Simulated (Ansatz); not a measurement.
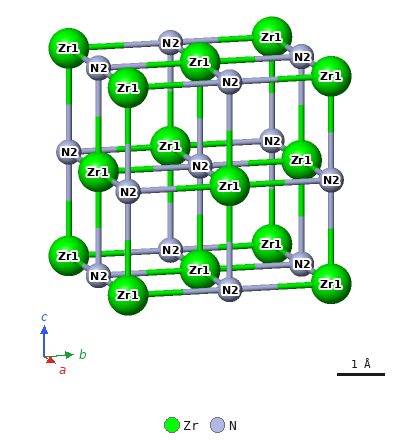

**Figure 1.** The input geometry (ball-and-stick view of the cell 4 times as large as that of the calculation, set on its symmetry axes, seen slightly off an axis; atoms are numbered from 1 in the order of the input).

## Geometry relaxation, with input and output: ZrN (part 1 of 2)

System: ZrN (Fm-3m, 2 atoms in the cell).
Method: DFT PBE, scalar-relativistic, plane waves, PAW, no spin polarisation (Ansatz 0.2.0).

The structure derives from an entry of the Crystallography Open Database. Figures and captions count atoms from 1; the log counts them from 0 in places.

**What the program printed**
```
Engine: ansatz 0.2.0, x86_64-unknown-linux-gnu
Pseudopotentials: kind: paw
Pseudopotential: Zr, paw, valence charge 12, recommended cutoff 420 eV (normal), Zr.paw.azcp
Pseudopotential: N, paw, valence charge 5, recommended cutoff 420 eV (normal), N.paw.azcp
Functional definition: PBE
  parameter kappa = 0.804
  parameter beta = 0.06672455060314922
  exchange = pbe_x(kappa = kappa, mu = beta*pi^2/3)
  correlation = pbe_c(beta = beta)
Crystal: 2 atoms, lattice volume = 23.837 Å³
Basis set: ecut = 420 eV, 459 PW (Γ), exchange–correlation on 48×48×48 points (8 copies of the dense FFT grid, shifted against one another)
Bands: 13, of which v1, the nominal top of the filled ones, is band 9 counted from 1 (8 counted from 0)
Symmetry: 48 space group operations
Space group: Fm-3m (ITA 225), of the structure as read, at distance tolerance 2.9e-5 Å
k-points: 145 of 4096
Non-local potential: Zr, projectors of the file, l = 0: 3, l = 1: 2, l = 2: 2, l = 3: 2
Non-local potential: N, projectors of the file, l = 0: 2, l = 1: 2, l = 2: 1
PAW form: soft (Blöchl's): semilocal exchange-correlation on the pseudo side does not see the compensation charge
PAW one-centre angular grid: Zr, 590 points (default); XC on 64 Gauss nodes
PAW one-centre angular grid: N, 110 points (default); XC on 64 Gauss nodes
Initial density: superposition of atomic densities (neutral atoms: chi_scale 0, normalization atom), corrected by the library's trained network
Initial wavefunctions: pseudopotential atomic-orbital guess
Functional: x = pbe(κ = 0.804, μ = 0.2195149727645171), c = pbe(β = 0.06672455060314922)
SCF iter   1: F=—  HF=-4571.307654 eV  |F-HF|=—  |Δ(HF+E_count)|=         —  Δρ=1.34e-3  dr2=4.77e-4  ethr=1.77e-3  ⟨swp⟩=5.0  Hψ=9162  notcnv=0
preconditioner: auto → none  [metal: Δε(μ)=0.014 eV  Ē_g=18.924 eV  σ=0.100 eV  W_gap=0.08  n_scr=8 (ndim 8)  ℏωp=29.5 eV  f_vac=0.000  D(μ)=0.74/eV (n_scr^D=0)  sad-step TF]
SCF iter   2: F=—  HF=-4571.307399 eV  |F-HF|=—  |Δ(HF+E_count)|=   2.54e-4  Δρ=8.49e-4  dr2=2.07e-4  ethr=2.81e-6  ⟨swp⟩=2.5  Hψ=4037  notcnv=0
SCF iter   3: F=—  HF=-4571.307394 eV  |F-HF|=—  |Δ(HF+E_count)|=   5.54e-6  Δρ=2.58e-4  dr2=1.34e-5  ethr=1.22e-6  ⟨swp⟩=2.0  Hψ=2279  notcnv=0
SCF iter   4: F=—  HF=-4571.307383 eV  |F-HF|=—  |Δ(HF+E_count)|=   1.05e-5  Δρ=5.64e-5  dr2=5.80e-7  ethr=7.86e-8  ⟨swp⟩=2.0  Hψ=3011  notcnv=0
iter 5 did not close the SCF: its close was put off for the readings that it lacked (scf_convergence_deferred on its scf_iter line)
SCF iter   5: F=-4571.307384 eV  HF=-4571.307384 eV  |F-HF|=3.50e-9  |Δ(HF+E_count)|=   5.92e-8  Δρ=9.92e-6  dr2=1.47e-8  ethr=3.41e-9  ⟨swp⟩=2.0  Hψ=3078  notcnv=0
SCF iter   6: F=-4571.307384 eV  HF=-4571.307384 eV  |F-HF|=8.79e-10  |Δ(HF+E_count)|=   1.07e-8  Δρ=3.02e-6  dr2=1.34e-9  ethr=8.67e-11  ⟨swp⟩=5.8  Hψ=10041  notcnv=0
SCF 1 converged in 6 iterations: F = -4571.307384 eV  dr2 = 1.34e-9
  greatest PAW one-centre occupation: 0.996 electrons in one spin orbital (limit 2), on the Zr atom at site 0 (counted from 0), in its partial waves of l = 0
relax step   1: F+E_penalty+E_count = -4571.30738352 eV  Δ(F+E_penalty+E_count) = +0.000e0 eV  max|allowed force component| = 3.971e-29 eV/Å  Δτ_max = 0.0000 Å  P = +4.441 GPa  Ω = 23.837 Å³  (6 SCF iters, dr2 threshold 1.00e-7 eV, accepted)
Crystal: 2 atoms, lattice volume = 24.492 Å³
Basis set: ecut = 420 eV, 531 PW (Γ), exchange–correlation on 48×48×48 points (8 copies of the dense FFT grid, shifted against one another)
Initial density: handed on by an earlier stage of this run
Initial wavefunctions: those handed on with the density
iter 1 solved again at ethr=2.78e-5 eV; its pass at ethr=3.10e-3 eV (dr2=4.73e-3 eV) is discarded
SCF iter   1: F=—  HF=-4571.310516 eV  |F-HF|=—  |Δ(HF+E_count)|=         —  Δρ=4.15e-3  dr2=4.70e-3  ethr=2.78e-5  ⟨swp⟩=1.0  Hψ=11810  notcnv=0
preconditioner: auto → none  [metal: Δε(μ)=0.016 eV  Ē_g=18.733 eV  σ=0.100 eV  W_gap=0.09  n_scr=8 (ndim 8)  ℏωp=29.1 eV  f_vac=0.000  D(μ)=0.77/eV (n_scr^D=8)]
SCF iter   2: F=—  HF=-4571.309537 eV  |F-HF|=—  |Δ(HF+E_count)|=   9.80e-4  Δρ=1.10e-3  dr2=4.07e-4  ethr=2.77e-5  ⟨swp⟩=2.0  Hψ=2170  notcnv=0
SCF iter   3: F=—  HF=-4571.309454 eV  |F-HF|=—  |Δ(HF+E_count)|=   8.27e-5  Δρ=1.88e-4  dr2=7.33e-6  ethr=2.39e-6  ⟨swp⟩=2.1  Hψ=2244  notcnv=0
SCF iter   4: F=—  HF=-4571.309451 eV  |F-HF|=—  |Δ(HF+E_count)|=   2.54e-6  Δρ=2.67e-5  dr2=1.01e-7  ethr=4.31e-8  ⟨swp⟩=2.2  Hψ=2403  notcnv=0
iter 5 did not close the SCF: its close was put off for the readings that it lacked (scf_convergence_deferred on its scf_iter line)
SCF iter   5: F=-4571.309451 eV  HF=-4571.309451 eV  |F-HF|=6.60e-10  |Δ(HF+E_count)|=   3.64e-8  Δρ=2.44e-6  dr2=5.29e-10  ethr=5.97e-10  ⟨swp⟩=2.5  Hψ=3180  notcnv=0
SCF iter   6: F=-4571.309451 eV  HF=-4571.309451 eV  |F-HF|=9.09e-13  |Δ(HF+E_count)|=  6.90e-10  Δρ=1.36e-7  dr2=9.65e-13  ethr=3.11e-12  ⟨swp⟩=4.0  Hψ=8713  notcnv=0
SCF 2 converged in 6 iterations: F = -4571.309451 eV  dr2 = 9.65e-13
  greatest PAW one-centre occupation: 0.995 electrons in one spin orbital (limit 2), on the Zr atom at site 0 (counted from 0), in its partial waves of l = 0
relax step   2: F+E_penalty+E_count = -4571.30945131 eV  Δ(F+E_penalty+E_count) = -2.068e-3 eV  max|allowed force component| = 1.841e-29 eV/Å  Δτ_max = 0.0000 Å  P = -2.536 GPa  Ω = 24.492 Å³  energy of the carried Pulay correction = -1.497e-3 eV  (6 SCF iters, dr2 threshold 2.00e-7 eV, accepted)
Crystal: 2 atoms, lattice volume = 24.250 Å³
iter 1 solved again at ethr=3.75e-6 eV; its pass at ethr=3.10e-3 eV (dr2=6.37e-4 eV) is discarded
SCF iter   1: F=—  HF=-4571.312121 eV  |F-HF|=—  |Δ(HF+E_count)|=         —  Δρ=1.48e-3  dr2=5.87e-4  ethr=3.75e-6  ⟨swp⟩=1.2  Hψ=10551  notcnv=0
preconditioner: auto → none  [metal: Δε(μ)=0.013 eV  Ē_g=18.817 eV  σ=0.100 eV  W_gap=0.07  n_scr=8 (ndim 8)  ℏωp=29.2 eV  f_vac=0.000  D(μ)=0.75/eV (n_scr^D=8)]
SCF iter   2: F=—  HF=-4571.311998 eV  |F-HF|=—  |Δ(HF+E_count)|=   1.23e-4  Δρ=3.86e-4  dr2=4.97e-5  ethr=3.45e-6  ⟨swp⟩=2.1  Hψ=2192  notcnv=0
SCF iter   3: F=—  HF=-4571.311985 eV  |F-HF|=—  |Δ(HF+E_count)|=   1.29e-5  Δρ=6.69e-5  dr2=9.34e-7  ethr=2.92e-7  ⟨swp⟩=2.0  Hψ=2210  notcnv=0
iter 4 did not close the SCF: its close was put off for the readings that it lacked (scf_convergence_deferred on its scf_iter line)
SCF iter   4: F=-4571.311985 eV  HF=-4571.311985 eV  |F-HF|=3.03e-9  |Δ(HF+E_count)|=   1.92e-8  Δρ=1.00e-5  dr2=1.30e-8  ethr=5.50e-9  ⟨swp⟩=2.2  Hψ=2697  notcnv=0
iter 5 did not close the SCF: its close was put off for the readings that it lacked (scf_convergence_deferred on its scf_iter line)
SCF iter   5: F=-4571.311985 eV  HF=-4571.311985 eV  |F-HF|=7.91e-11  |Δ(HF+E_count)|=   5.03e-9  Δρ=8.28e-7  dr2=5.98e-11  ethr=7.66e-11  ⟨swp⟩=2.3  Hψ=3048  notcnv=0
SCF iter   6: F=-4571.311985 eV  HF=-4571.311985 eV  |F-HF|=3.64e-12  |Δ(HF+E_count)|=  8.28e-11  Δρ=5.97e-8  dr2=3.28e-13  ethr=1.00e-12  ⟨swp⟩=3.7  Hψ=7806  notcnv=0
SCF 3 converged in 6 iterations: F = -4571.311985 eV  dr2 = 3.28e-13
relax step   3: F+E_penalty+E_count = -4571.31198543 eV  Δ(F+E_penalty+E_count) = -2.534e-3 eV  max|allowed force component| = 2.472e-29 eV/Å  Δτ_max = 0.0000 Å  P = -0.069 GPa  Ω = 24.250 Å³  energy of the carried Pulay correction = -9.482e-4 eV  (6 SCF iters, dr2 threshold 2.00e-7 eV, accepted)
Crystal: 2 atoms, lattice volume = 24.243 Å³
iter 1 solved again at ethr=3.01e-9 eV; its pass at ethr=3.10e-3 eV (dr2=5.11e-7 eV) is discarded
SCF iter   1: F=—  HF=-4571.312005 eV  |F-HF|=—  |Δ(HF+E_count)|=         —  Δρ=4.18e-5  dr2=4.71e-7  ethr=3.01e-9  ⟨swp⟩=1.2  Hψ=10213  notcnv=0
preconditioner: auto → none  [metal: Δε(μ)=0.014 eV  Ē_g=18.815 eV  σ=0.100 eV  W_gap=0.08  n_scr=8 (ndim 8)  ℏωp=29.2 eV  f_vac=0.000  D(μ)=0.75/eV (n_scr^D=8)]
SCF iter   2: F=—  HF=-4571.312002 eV  |F-HF|=—  |Δ(HF+E_count)|=   2.70e-6  Δρ=1.07e-5  dr2=3.85e-8  ethr=2.77e-9  ⟨swp⟩=2.1  Hψ=2184  notcnv=0
iter 3 did not close the SCF: its close was put off for the readings that it lacked (scf_convergence_deferred on its scf_iter line)
SCF iter   3: F=-4571.312002 eV  HF=-4571.312002 eV  |F-HF|=3.35e-10  |Δ(HF+E_count)|=   8.11e-9  Δρ=1.91e-6  dr2=8.05e-10  ethr=2.26e-10  ⟨swp⟩=2.0  Hψ=2194  notcnv=0
iter 4 did not close the SCF: its close was put off for the readings that it lacked (scf_convergence_deferred on its scf_iter line)
SCF iter   4: F=-4571.312002 eV  HF=-4571.312002 eV  |F-HF|=3.64e-12  |Δ(HF+E_count)|=  3.00e-11  Δρ=2.80e-7  dr2=8.87e-12  ethr=4.73e-12  ⟨swp⟩=2.2  Hψ=2616  notcnv=0
iter 5 did not close the SCF: its close was put off for the readings that it lacked (scf_convergence_deferred on its scf_iter line)
SCF iter   5: F=-4571.312002 eV  HF=-4571.312002 eV  |F-HF|=1.82e-12  |Δ(HF+E_count)|=  5.46e-12  Δρ=2.22e-8  dr2=4.14e-14  ethr=1.00e-12  ⟨swp⟩=1.0  Hψ=1885  notcnv=0
iter 6 did not close the SCF: its close was put off for the readings that it lacked (scf_convergence_deferred on its scf_iter line)
SCF iter   6: F=-4571.312002 eV  HF=-4571.312002 eV  |F-HF|=1.82e-12  |Δ(HF+E_count)|=  1.82e-12  Δρ=3.77e-9  dr2=4.42e-16  ethr=1.00e-12  ⟨swp⟩=1.0  Hψ=1885  notcnv=0
SCF iter   7: F=-4571.312002 eV  HF=-4571.312002 eV  |F-HF|=9.09e-13  |Δ(HF+E_count)|=    0.00e0  Δρ=6.87e-10  dr2=2.67e-17  ethr=1.00e-12  ⟨swp⟩=2.2  Hψ=5588  notcnv=0
SCF 4 converged in 7 iterations: F = -4571.312002 eV  dr2 = 2.67e-17
relax step   4: F+E_penalty+E_count = -4571.31200209 eV  Δ(F+E_penalty+E_count) = -1.666e-5 eV  max|allowed force component| = 4.635e-30 eV/Å  Δτ_max = 0.0000 Å  P = +0.001 GPa  Ω = 24.243 Å³  energy of the carried Pulay correction = -9.330e-4 eV  (7 SCF iters, accepted)
Initial wavefunctions: pseudopotential atomic-orbital guess (no wavefunctions were taken with the density)
iter 1 solved again at ethr=3.23e-8 eV; its pass at ethr=3.10e-3 eV (dr2=5.50e-6 eV) is discarded
SCF iter   1: F=—  HF=-4571.313015 eV  |F-HF|=—  |Δ(HF+E_count)|=         —  Δρ=8.55e-5  dr2=2.87e-7  ethr=3.23e-8  ⟨swp⟩=3.2  Hψ=14886  notcnv=0
SCF iter   2: F=—  HF=-4571.313013 eV  |F-HF|=—  |Δ(HF+E_count)|=   2.18e-6  Δρ=4.01e-5  dr2=4.34e-8  ethr=1.69e-9  ⟨swp⟩=2.0  Hψ=2455  notcnv=0
SCF iter   3: F=—  HF=-4571.313013 eV  |F-HF|=—  |Δ(HF+E_count)|=   2.00e-7  Δρ=5.91e-6  dr2=1.09e-9  ethr=2.55e-10  ⟨swp⟩=2.0  Hψ=2558  notcnv=0
SCF iter   4: F=—  HF=-4571.313013 eV  |F-HF|=—  |Δ(HF+E_count)|=   4.84e-9  Δρ=5.24e-7  dr2=2.38e-11  ethr=6.41e-12  ⟨swp⟩=2.8  Hψ=3015  notcnv=0
iter 5 did not close the SCF: its close was put off for the readings that it lacked (scf_convergence_deferred on its scf_iter line)
SCF iter   5: F=-4571.313013 eV  HF=-4571.313013 eV  |F-HF|=9.09e-13  |Δ(HF+E_count)|=  2.09e-11  Δρ=1.11e-7  dr2=1.37e-12  ethr=1.00e-12  ⟨swp⟩=1.0  Hψ=1885  notcnv=0
iter 6 did not close the SCF: its close was put off for the readings that it lacked (scf_convergence_deferred on its scf_iter line)
SCF iter   6: F=-4571.313013 eV  HF=-4571.313013 eV  |F-HF|=0.00e0  |Δ(HF+E_count)|=  9.09e-13  Δρ=8.42e-9  dr2=6.68e-15  ethr=1.00e-12  ⟨swp⟩=1.0  Hψ=1885  notcnv=0
iter 7 did not close the SCF: its close was put off for the readings that it lacked (scf_convergence_deferred on its scf_iter line)
SCF iter   7: F=-4571.313013 eV  HF=-4571.313013 eV  |F-HF|=9.09e-13  |Δ(HF+E_count)|=    0.00e0  Δρ=1.26e-9  dr2=2.42e-16  ethr=1.00e-12  ⟨swp⟩=1.0  Hψ=1885  notcnv=0
iter 8 did not close the SCF: its close was put off for the readings that it lacked (scf_convergence_deferred on its scf_iter line)
SCF iter   8: F=-4571.313013 eV  HF=-4571.313013 eV  |F-HF|=9.09e-13  |Δ(HF+E_count)|=  9.09e-13  Δρ=2.11e-10  dr2=3.78e-18  ethr=1.00e-12  ⟨swp⟩=1.0  Hψ=1885  notcnv=0
SCF iter   9: F=-4571.313013 eV  HF=-4571.313013 eV  |F-HF|=0.00e0  |Δ(HF+E_count)|=    0.00e0  Δρ=3.03e-11  dr2=3.25e-20  ethr=1.00e-12  ⟨swp⟩=1.6  Hψ=4449  notcnv=0
SCF 5 converged in 9 iterations: F = -4571.313013 eV  dr2 = 3.25e-20
relax step   5: F+E_penalty+E_count = -4571.31301292 eV  Δ(F+E_penalty+E_count) = -1.011e-3 eV  max|allowed force component| = 4.503e-30 eV/Å  Δτ_max = 0.0000 Å  P = +0.063 GPa  Ω = 24.243 Å³  stress off target by 6.29e-2 GPa  SCF on the basis re-selected at this cell (its energy is not comparable with the rows above)  (9 SCF iters)
basis re-selected at this cell: Δ(F+E_penalty+E_count) = -1.011e-3 eV, ΔP = +0.062 GPa vs the last step (what re-selecting the basis moved, of the pressure what is left beyond the Pulay correction that the steps carried, after the strain that the cell walked since its last selection, with what the two solves' SCF thresholds leave and, on support functions, any second-order correction that the steps lacked; it is no measure of the basis error at this ecutwfc). This SCF's stress stands 6.29e-2 GPa from its target on what of the cell is left free (relax.cell.stress_tol is 5.00e-2 GPa) and its largest allowed force component is 4.50e-30 eV/Å (relax.f_tol is 5.00e-3 eV/Å): not within both, so this SCF does not close the relaxation
Crystal: 2 atoms, lattice volume = 24.249 Å³
iter 1 solved again at ethr=2.36e-9 eV; its pass at ethr=3.10e-3 eV (dr2=4.02e-7 eV) is discarded
SCF iter   1: F=—  HF=-4571.313003 eV  |F-HF|=—  |Δ(HF+E_count)|=         —  Δρ=3.70e-5  dr2=3.69e-7  ethr=2.36e-9  ⟨swp⟩=1.2  Hψ=10307  notcnv=0
preconditioner: auto → none  [metal: Δε(μ)=0.014 eV  Ē_g=18.813 eV  σ=0.100 eV  W_gap=0.08  n_scr=8 (ndim 8)  ℏωp=29.2 eV  f_vac=0.000  D(μ)=0.75/eV (n_scr^D=8)]
SCF iter   2: F=—  HF=-4571.313000 eV  |F-HF|=—  |Δ(HF+E_count)|=   2.73e-6  Δρ=9.95e-6  dr2=3.29e-8  ethr=2.17e-9  ⟨swp⟩=2.0  Hψ=2193  notcnv=0
iter 3 did not close the SCF: its close was put off for the readings that it lacked (scf_convergence_deferred on its scf_iter line)
SCF iter   3: F=-4571.313000 eV  HF=-4571.313000 eV  |F-HF|=1.96e-10  |Δ(HF+E_count)|=   6.92e-9  Δρ=1.68e-6  dr2=5.61e-10  ethr=1.93e-10  ⟨swp⟩=2.1  Hψ=2218  notcnv=0
iter 4 did not close the SCF: its close was put off for the readings that it lacked (scf_convergence_deferred on its scf_iter line)
SCF iter   4: F=-4571.313000 eV  HF=-4571.313000 eV  |F-HF|=1.82e-12  |Δ(HF+E_count)|=  1.36e-11  Δρ=2.63e-7  dr2=1.01e-11  ethr=3.30e-12  ⟨swp⟩=2.2  Hψ=2659  notcnv=0
iter 5 did not close the SCF: its close was put off for the readings that it lacked (scf_convergence_deferred on its scf_iter line)
SCF iter   5: F=-4571.313000 eV  HF=-4571.313000 eV  |F-HF|=0.00e0  |Δ(HF+E_count)|=  3.64e-12  Δρ=2.18e-8  dr2=4.91e-14  ethr=1.00e-12  ⟨swp⟩=1.0  Hψ=1885  notcnv=0
iter 6 did not close the SCF: its close was put off for the readings that it lacked (scf_convergence_deferred on its scf_iter line)
SCF iter   6: F=-4571.313000 eV  HF=-4571.313000 eV  |F-HF|=9.09e-13  |Δ(HF+E_count)|=    0.00e0  Δρ=4.68e-9  dr2=2.83e-15  ethr=1.00e-12  ⟨swp⟩=1.0  Hψ=1885  notcnv=0
SCF iter   7: F=-4571.313000 eV  HF=-4571.313000 eV  |F-HF|=9.09e-13  |Δ(HF+E_count)|=  1.82e-12  Δρ=6.77e-10  dr2=2.77e-17  ethr=1.00e-12  ⟨swp⟩=2.3  Hψ=5646  notcnv=0
SCF 6 converged in 7 iterations: F = -4571.313000 eV  dr2 = 2.77e-17
```
